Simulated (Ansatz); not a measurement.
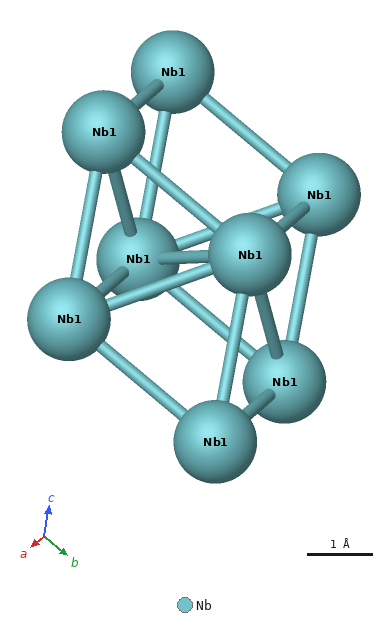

Fig. 1: The structure as given in the input (ball-and-stick view of the reduced cell, seen slightly off an axis; atoms are numbered from 1 in the order of the input).

# Band-structure calculation of Nb

System: Nb (1 atom in the cell).
Method: DFT, LDA, all-electron LAPW, scalar-relativistic, no spin polarisation (Ansatz 0.2.0).

The structure derives from an entry of the Crystallography Open Database. It belongs to a series of runs on one base structure; here: equal xx and yy strain of -1 %. Figures and captions count atoms from 1; the log counts them from 0 in places.

## Output
```
LAPW: plane waves up to 7.594 Å⁻¹, error target 5.0e-4 eV per atom; small_component_spin mean_spin; Nb in spheres of 1.481 Å, 29 of its electrons in bands, Dirac shells [] (how accurate: hamiltonian.pseudopotentials.lapw.basis_error, Limitations)
Engine: ansatz 0.2.0, x86_64-unknown-linux-gnu
Pseudopotentials: kind: all_electron
Pseudopotential: Nb, LAPW, valence charge 29, lapw/all_electron/scalar/gaussian/Nb, Koelling and Harmon's equation, gaussian nucleus
Functional definition: SPW92
  exchange = slater_x
  correlation = pw_c
Crystal: 1 atoms, lattice volume = 18.545 Å³
Basis set: ecut = 219.71532563838937 eV, 137 PW (Γ), exchange–correlation at level 2
Bands: 19, of which v1, the nominal top of the filled ones, is band 15 counted from 1 (14 counted from 0)
Symmetry: 16 space group operations
Space group: I4/mmm (ITA 139), of the structure as read, at distance tolerance 2.6e-5 Å
k-points: 196 of 2197
Non-local potential: Nb, projectors of the file, none
Initial density: superposition of atomic densities (chi_scale 0.1, normalization cell)
Initial wavefunctions: plane waves of lowest kinetic energy (no species holds an atomic orbital)
Functional: x = slater, c = lda
iter 1 solved again at ethr=5.97e-4 eV; its pass at ethr=1.00e-1 eV (dr2=1.73e-1 eV) is discarded
SCF iter   1: F=—  HF=-103836.312335 eV  |F-HF|=—  |Δ(HF+E_count)|=         —  Δρ=3.87e-2  dr2=1.74e-1  ethr=5.97e-4  ⟨swp⟩=2.6  Hψ=23050  notcnv=0
preconditioner: auto → none  [metal: Δε(μ)=0.004 eV  Ē_g=7.526 eV  σ=0.030 eV  W_gap=0.03  n_scr=8 (ndim 8)  ℏωp=19.3 eV  f_vac=0.000  D(μ)=1.77/eV (n_scr^D=14)  sad-step TF]
SCF iter   2: F=—  HF=-103835.805912 eV  |F-HF|=—  |Δ(HF+E_count)|=   5.06e-1  Δρ=1.70e-2  dr2=4.03e-2  ethr=5.97e-4  ⟨swp⟩=2.5  Hψ=11586  notcnv=0
SCF iter   3: F=—  HF=-103835.782104 eV  |F-HF|=—  |Δ(HF+E_count)|=         —  Δρ=6.11e-3  dr2=5.60e-3  ethr=1.39e-4  ⟨swp⟩=2.0  Hψ=10669  notcnv=0
the basis was enlarged: its passes take 589.0 KiB over the memory plan, 1 of 1 planned eigensolver slots
iter 4 solved again at ethr=2.55e-7 eV; its pass at ethr=1.93e-5 eV (dr2=7.40e-5 eV) is discarded
SCF iter   4: F=—  HF=-103835.781186 eV  |F-HF|=—  |Δ(HF+E_count)|=   9.18e-4  Δρ=6.62e-4  dr2=7.37e-5  ethr=2.55e-7  ⟨swp⟩=2.0  Hψ=18092  notcnv=0
SCF iter   5: F=—  HF=-103835.781173 eV  |F-HF|=—  |Δ(HF+E_count)|=   1.32e-5  Δρ=4.64e-5  dr2=3.82e-7  ethr=2.54e-7  ⟨swp⟩=2.0  Hψ=10710  notcnv=0
SCF iter   6: F=-103835.781173 eV  HF=-103835.781173 eV  |F-HF|=1.16e-9  |Δ(HF+E_count)|=   1.86e-8  Δρ=1.09e-6  dr2=1.08e-10  ethr=1.32e-9  ⟨swp⟩=2.7  Hψ=10861  notcnv=0
SCF 1 converged in 6 iterations: F = -103835.781173 eV  dr2 = 1.08e-10
```

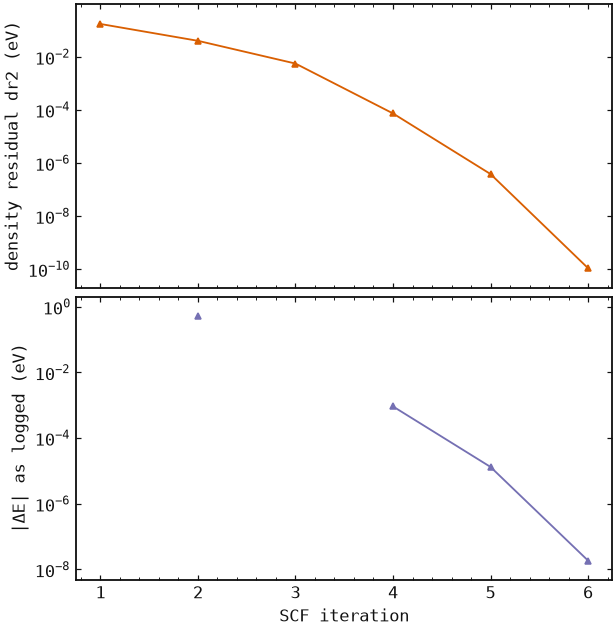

Fig. 2: Convergence of the self-consistent field: density residual dr2 and size of the energy change against the SCF iteration. The residual falls at every step.

```
NSCF: frozen V_eff on 41 k-points
SCF converged after 6 iterations
Free energy (F): -103835.781173 eV
Harris-Foulkes:  -103835.781173 eV  (|F-HF|=1.16e-9)
Internal energy: -103835.776202 eV  (E = F + TS)
E sigma→0 (E₀):  -103835.778688 eV
Entropy (-TS):   -0.004971 eV (-4.971 meV/atom)
Fermi energy:    19.336196 eV
--- Per-component energies (eV) ---
  E_band       = -3720.663326
  E_kinetic    = 107392.632553
  E_xc         = -3128.383678
  E_electrostatic = -208100.025077  (all electrons and nuclei)
  E_smearing   = -0.004971  (= −TS)
  E_closure    = 0.000000  (closes the sum)
  E_atoms      = -103824.909646  (free atoms, spherical and without spin; not in F)
  Σ components = -103835.781173   (vs F -103835.781173, Δ=0.00e0)
  Basis errors (estimates in eV, not in F): energy 9.5e-5 per atom: plane waves 8.0e-5 (4.1e-5 summed), levels above the bands 8.4e-165, relativity 2.7e-9, radial functions 1.5e-5, core shells 4.3e-8; eigenvalues (radial functions only) 2.8e-6; not estimated: angular momenta, meshes, grids; target (lapw.basis_error) 5.0e-4; muffin-tin radii Nb 1.481 Å
--- Forces (eV/Å), atoms counted from 1 ---
  atom   1  Nb    -0.00000000     0.00000000     0.00000000
  max |Σ_I F_I| component: 3.94e-31 eV/Å
--- Stress (GPa, compression-positive) ---
       -8.317021       0.000000       0.000000
        0.000000      -8.317021       0.000000
        0.000000       0.000000      -5.263492
  P = ⅓ Tr σ = -7.2992 GPa (-72.992 kbar)
--- Band table (eV; the first three rows and the last of 196) ---
  k-point 0: bands = ["-322.9699", "-322.9699", "-322.9680", "-173.2317", "-173.2284", "-173.2142", "-173.2142", "-173.2141", "-35.2525", "-10.6744", "-10.6735", "-10.6735", "13.1356", "19.3576", "19.4767", "19.4767", "21.9742", "22.1333", "31.1942"]
  k-point 1: bands = ["-322.9699", "-322.9699", "-322.9680", "-173.2317", "-173.2284", "-173.2142", "-173.2142", "-173.2141", "-35.2409", "-10.7503", "-10.6840", "-10.6824", "13.3585", "19.2571", "19.5090", "19.5789", "21.8893", "22.0390", "31.6374"]
  k-point 2: bands = ["-322.9699", "-322.9699", "-322.9680", "-173.2317", "-173.2284", "-173.2142", "-173.2142", "-173.2141", "-35.2086", "-10.9588", "-10.7115", "-10.7071", "13.9690", "18.8949", "19.7149", "19.8035", "21.7720", "21.8888", "32.6044"]
  k-point 195: bands = ["-322.9699", "-322.9699", "-322.9680", "-173.2317", "-173.2284", "-173.2142", "-173.2142", "-173.2141", "-34.9835", "-11.8179", "-11.1396", "-11.0948", "15.3562", "16.1081", "22.2115", "23.7674", "24.5824", "25.5121", "30.2167"]
```

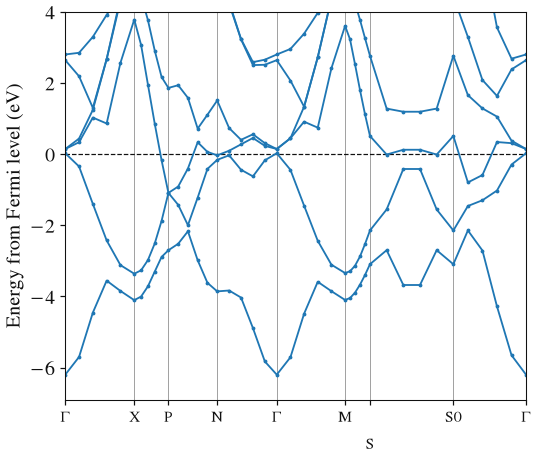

Fig. 3: Band structure along Γ–X–P–N–Γ–M–S–S0–Γ, with energies from the Fermi level. Bands cross the Fermi level: a metal at this level of theory.

This output came from the following input.

## Input file
```yaml
crystal:
  lattice:
    - [0.0, 2.09385, 2.115]
    - [2.09385, 0.0, 2.115]
    - [2.09385, 2.09385, 0.0]
  atoms:
    - { symbol: Nb, position: [0.0, 0.0, 0.0] }
kpoints:
  mp_grid: { grid: [13, 13, 13] }
  band_path:
    path:
      - [0.0, 0.0, 0.0]
      - [0.0, 0.5, 0.5]
      - [0.25, 0.75, 0.5]
      - [0.0, 0.5, 0.0]
      - [0.0, 0.0, 0.0]
      - [0.5, 0.5, 0.0]
      - [0.3725125, 0.6274875, 0.0]
      - [-0.3725125, 0.3725125, 0.0]
      - [0.0, 0.0, 0.0]
    npoints: 5
scf:
  occupations: { method: fermi_dirac, width: 0.03 }
hamiltonian:
  xc: lda
  pseudopotentials: { kind: all_electron, lapw: { basis_error: 0.0005 } }
output:
  forces: true
  stress: true
  eigenvalues: true
```

Run as:
```bash
ansatz run input.yaml --threads 1 --pin off --max-ram 3072MiB --backend cpu --events-out ev --progress --plain --runs-dir out
```

## Summary

| quantity | value |
| --- | --- |
| outcome | converged |
| space group (tolerance 0.01 Å) | I4/mmm (139) |
| electrons in bands (core shells apart) | 29 |
| free energy | −103835.7812 eV |
| Fermi energy | 19.336 eV |
| pressure | −7.30 GPa |
| electronic character | metal |
| largest force (length of the vector) | under 0.001 eV/Å |
| hardware | 1 thread of Intel Xeon (Sapphire Rapids), 64 GiB of memory available, shared host |
| wall time | 12 s |
| peak memory | 0.42 GiB |

## Notes

The cell is under a tension of 7.3 GPa at this level, so it is not at its equilibrium volume.
